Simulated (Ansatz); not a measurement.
**Run report: TaN, single-point calculation (part 1 of 3)**

- system: TaN (4 atoms in the cell)
- method: DFT PBE+U, scalar-relativistic, plane waves, PAW, Ueff = 6 eV on Ta atom 1 d; Ueff = 6 eV on Ta atom 3 d, spin-polarised (Ansatz 0.2.0)

The structure derives from an entry of the Crystallography Open Database. It belongs to a series of runs on one base structure; here: ferromagnetic start, free, natural orbitals of the symmetric run filled by rank.

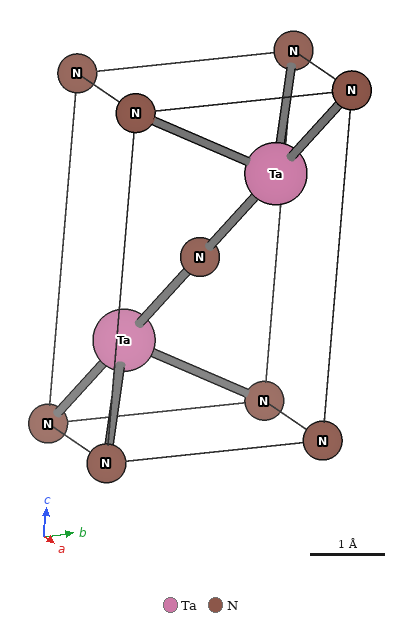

The input geometry (ball-and-stick view of the reduced cell, seen slightly off an axis). Near neighbours in the crystal (not all of them lie inside the picture): Ta has 6 N at 2.18 Å and 12 Ta at 3.08 Å; N has 6 Ta at 2.18 Å.

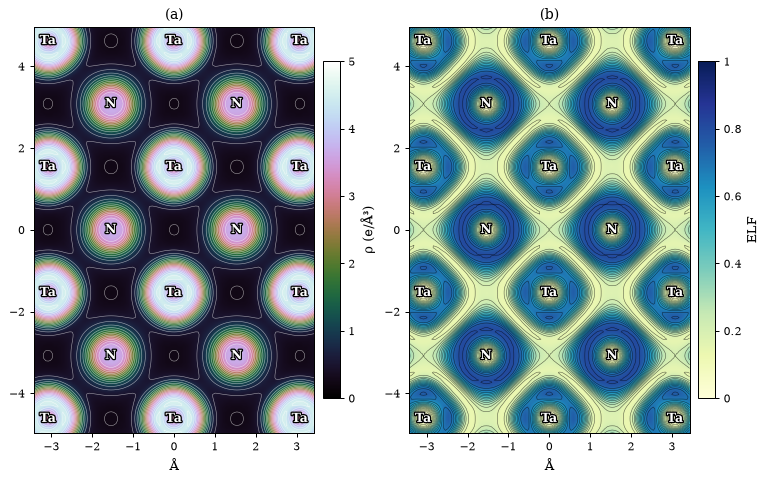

(a) valence pseudo-density; (b) electron localisation function on the (110) plane of the calculation cell. The section cuts through Ta and N sites. Ta–N (2.18 Å): the density is about 0.55 e/Å³ at the midpoint; the ELF is about 0.15 at the midpoint (a polar contact without a shared pair, in a metal). Ta–Ta (3.08 Å): ρ at the midpoint is about 0.24 e/Å³; the ELF is about 0.20 at the midpoint (no localised pair between them). Away from the nuclei the density in this plane falls to 0.23 e/Å³ at its lowest. The strong features right at Ta lie inside the PAW spheres (semicore, d or f shells) and say nothing about bonding. In a PAW calculation such maps are meaningful between the atoms, not at the nuclei.

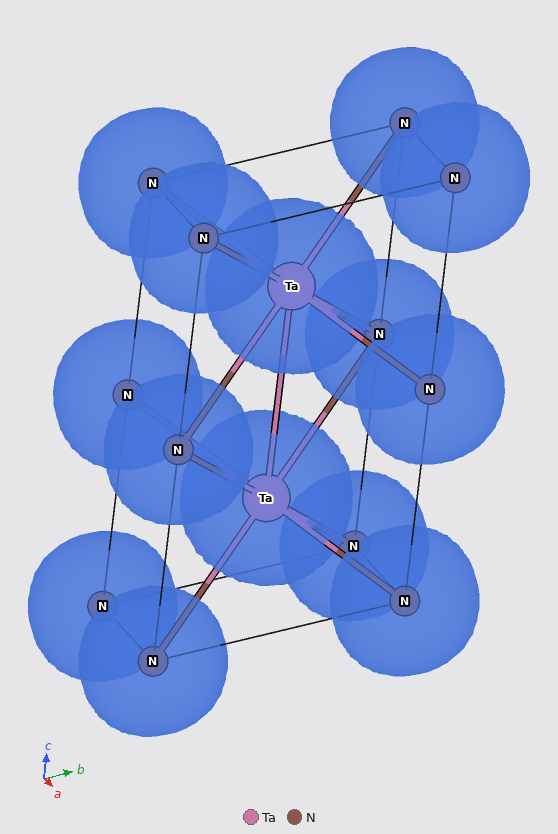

Isosurface of the valence charge density (pseudo) at 0.8 e/Å³ (blue), seen slightly off an axis. Sticks mark near contacts. The outline is the calculation cell. At this value the density breaks into separate islands; it holds about 70 % of the electrons treated as valence (semicore included). It is pinched off along the Ta–N (2.18 Å) and Ta–Ta (3.08 Å) contacts. On the grid the lowest density along these lines, outside the cores, is 0.55 e/Å³ (Ta–N, 2.18 Å) and 0.24 e/Å³ (Ta–Ta, 3.08 Å).

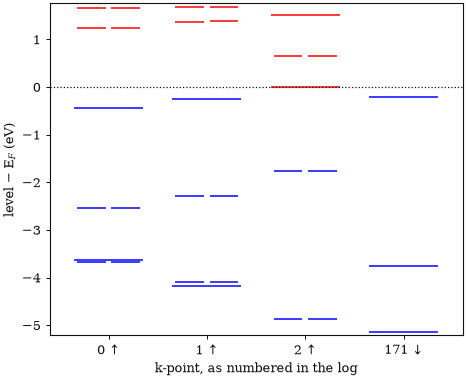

Kohn–Sham levels near the Fermi level (dotted) at the few k-points that the log prints; levels within 0.02 eV of each other stand side by side. The system is metallic on the full mesh.

The input that produced these results follows, with the program's output.

Input file
```yaml
crystal:
  lattice:
    - [0.0, 2.17900131, 2.17900131]
    - [2.17900131, 0.0, 2.17900131]
    - [4.35800262, 4.35800262, 0.0]
  atoms:
    - { symbol: Ta, position: [0.5, 0.5, 0.25], spin: 2.0 }
    - { symbol: "N", position: [0.0, 0.0, 0.0] }
    - { symbol: Ta, position: [0.5, 0.5, 0.75], spin: 2.0 }
    - { symbol: "N", position: [0.0, 0.0, 0.5] }
basis:
  ecutwfc: 420
  ecutrho_ratio: 4
kpoints:
  mp_grid: { grid: [7, 7, 7] }
hamiltonian:
  xc: pbe
  hubbard:
    sites:
      - { site: 0, l: d, u_eff: 6.0, starting_ns: [{ spin: up, occupation_matrix: s0up }, { spin: down, occupation_matrix: s0down }] }
      - { site: 2, l: d, u_eff: 6.0, starting_ns: [{ spin: up, occupation_matrix: s2up }, { spin: down, occupation_matrix: s2down }] }
    occupation_matrices:
      s0up:
        matrix:
          - [0.02035, -0.00732, -0.00759, 0.0, 0.01492]
          - [-0.00732, 0.65261, -0.31659, -0.01298, -0.31675]
          - [-0.00759, -0.31659, 0.6535, 0.01284, -0.31631]
          - [0.0, -0.01298, 0.01284, 0.02035, 0.00016]
          - [0.01492, -0.31675, -0.31631, 0.00016, 0.65318]
      s0down:
        matrix:
          - [0.02, 0.0, 0.0, 0.0, 0.0]
          - [0.0, 0.02, 0.0, 0.0, 0.0]
          - [0.0, 0.0, 0.02, 0.0, 0.0]
          - [0.0, 0.0, 0.0, 0.02, 0.0]
          - [0.0, 0.0, 0.0, 0.0, 0.02]
      s2up:
        matrix:
          - [0.02035, -0.00732, -0.00759, 0.0, 0.01492]
          - [-0.00732, 0.65261, -0.31659, -0.01298, -0.31675]
          - [-0.00759, -0.31659, 0.6535, 0.01284, -0.31631]
          - [0.0, -0.01298, 0.01284, 0.02035, 0.00016]
          - [0.01492, -0.31675, -0.31631, 0.00016, 0.65318]
      s2down:
        matrix:
          - [0.02, 0.0, 0.0, 0.0, 0.0]
          - [0.0, 0.02, 0.0, 0.0, 0.0]
          - [0.0, 0.0, 0.02, 0.0, 0.0]
          - [0.0, 0.0, 0.0, 0.02, 0.0]
          - [0.0, 0.0, 0.0, 0.0, 0.02]
    ns_hold: { iters: 10 }
scf:
  occupations: { method: gaussian, width: 0.05 }
  lower_state_search: "off"
  max_iter: 150
output:
  forces: true
  stress: true
  eigenvalues: true
  populations: true
  hubbard: { sites: [{ site: 0, l: d }, { site: 2, l: d }] }
  write_density: true
  write_potential: true
  elf: true
  volumetric_format: npy
magnetization:
  spin_polarized: true
```

Launch command:
```bash
ansatz run input.yaml --threads 2 --pin off --max-ram 3072MiB --backend cpu --events-out ev --progress --plain --runs-dir out
```

What the program printed
```
Warning: crystal.symmetry: narrowed to the stabiliser of the occupation matrices — unitary ops 24 → 4; lowered by the specified shells (site 0, l: d), (site 2, l: d); largest admitted image defect 2.2e-16, smallest excluded 3.2e-4 — at a rounding scale rather than a splitting's, so precision (not physics) most likely lowered the group: (i) a fixed point transcribed at too few decimals — re-emit the block at full precision (to 7 decimals or more, rounded to nearest) from a symmetrised source (a converged report's `n_mat` / `n_mat_spinor`) (of a frozen-density pass: in the run whose state it reads); (ii) an ideal-frame block (an integer orbital projector, an idealised texture) on a cell whose axes stand turned off the Cartesian frame, by the skew part of `crystal.lattice` components quoted to fewer than ~8 significant digits (a pasted vc-relax cell, a converted CIF) or by a rigid turn of the whole cell — no re-emission of the block helps: idealise the lattice (type its vectors, and each `position_ang` with them, on the ideal axes at full precision, or, with the positions in fractional coordinates, give it by lengths and angles where the standard orientation, in which the cell is then laid, is the block's frame; more digits alone cure only the first) (of a frozen-density pass: in the run whose state it reads); (iii) or the lowering is deliberate and this small, and then it is physics — the group the occupation matrices admit
Ta: projections on atomic orbitals take those of the free atom [Kr 4d10 4f14] 5s2 5p6 5d3 6s2, of charge +0.00 (hamiltonian.pseudopotentials.projection_atoms); the dataset's partial waves leave at most 6.0e-5 of an orbital's norm unspanned inside its sphere
N: projections on atomic orbitals take those of the free atom [He] 2s2 2p3, of charge +0.00 (hamiltonian.pseudopotentials.projection_atoms); the dataset's partial waves leave at most 9.3e-9 of an orbital's norm unspanned inside its sphere
Engine: ansatz 0.2.0, x86_64-unknown-linux-gnu
Pseudopotentials: kind: paw
Pseudopotential: Ta, paw, valence charge 13, recommended cutoff 420 eV (normal), Ta.paw.azcp
Pseudopotential: N, paw, valence charge 5, recommended cutoff 420 eV (normal), N.paw.azcp
Functional definition: PBE
  parameter kappa = 0.804
  parameter beta = 0.06672455060314922
  exchange = pbe_x(kappa = kappa, mu = beta*pi^2/3)
  correlation = pbe_c(beta = beta)
Crystal: 4 atoms, lattice volume = 41.384 Å³
Basis set: ecut = 420 eV, 821 PW (Γ), exchange–correlation on 48×48×90 points (8 copies of the dense FFT grid, shifted against one another)
Bands: 24, of which v1, the nominal top of the filled ones, is band 18 counted from 1 (17 counted from 0)
Symmetry: 4 space group operations
k-points: 172 of 343
Non-local potential: Ta, projectors of the file, l = 0: 3, l = 1: 2, l = 2: 2, l = 3: 1
Non-local potential: N, projectors of the file, l = 0: 2, l = 1: 2, l = 2: 1
PAW form: soft (Blöchl's): semilocal exchange-correlation on the pseudo side does not see the compensation charge
PAW one-centre angular grid: Ta, 590 points (default); XC on 64 Gauss nodes
PAW one-centre angular grid: N, 110 points (default); XC on 64 Gauss nodes
Initial density: superposition of atomic densities (chi_scale 0.1, normalization cell, long waves kept (reshape's long-wave potential 0.00 eV rms))
Starting moments: Σ|m| = 4 μB on 2 of 4 sites
Initial wavefunctions: pseudopotential atomic-orbital guess
Functional: x = pbe(κ = 0.804, μ = 0.2195149727645171), c = pbe(β = 0.06672455060314922)
```
